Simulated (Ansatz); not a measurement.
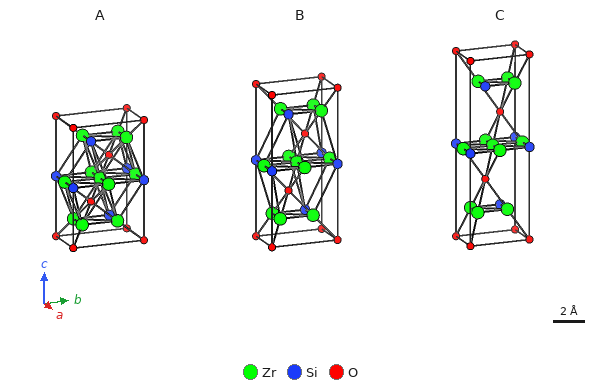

3 geometries from one relaxation of crystalline Zr$_{3}$SiO (a generated structure, set up in R-3m) (coarse preliminary run), in shuffled order. The picture is a ball-and-stick view of the conventional cell (3 times the calculation's cell), seen slightly off an axis. Lengths and directions refer to the drawn axes.

Level of theory: DFT PBE, scalar-relativistic, plane waves, PAW in Ansatz. Settings: plane-wave cutoff 420 eV; k-point mesh 6 × 6 × 6; occupations gaussian; smearing width 0.1 eV; no spin polarisation; cell and atoms relaxed; force threshold 0.04 eV/Å; at most 70 steps.

> Put them in the order of the run, from the start to the converged end.

C, B, A. They are steps 0, 4, 12, at +7.681 eV per cell of the calculation, +1.359 eV per cell of the calculation relative to the last. No atom moves by more than 0.005 Å relative to the cell. Cell: a = b 5.085 → 6.092 Å (+19.8 %), c 12.211 → 7.928 Å (−35.1 %). Volume −6.8 %. Near-neighbour distances that change, for instance: Si–Zr 4.327 → 3.174 Å, Zr–Zr 4.327 → 3.174 Å, Zr–Zr 2.542 → 3.046 Å, Si–Zr 2.542 → 3.046 Å. New bonds form: Si–Zr (4.33 → 3.17 Å), Zr–Zr (4.33 → 3.17 Å). Among the angles between lasting bonds that change: Zr–O–Zr 60.9° → 87.6°, Zr–O–Zr 119.1° → 92.4°. The space group stays R-3m (No. 166). After 10 accepted moves (12 points after the start) the energy has fallen by 7.681 eV per cell of the calculation. All forces vanish by symmetry, so only the cell relaxes. Pressure: 26.66 GPa at the start and 0.15 GPa at the end. The SCF was repeated twice at an unchanged geometry on a basis and grid sized afresh for the cell, which shifted the energy by 0.134 eV per cell of the calculation at most. Cost: 72 s on 1 thread of Arm Neoverse V1, with other jobs on the host, peak memory 0.4 GiB.
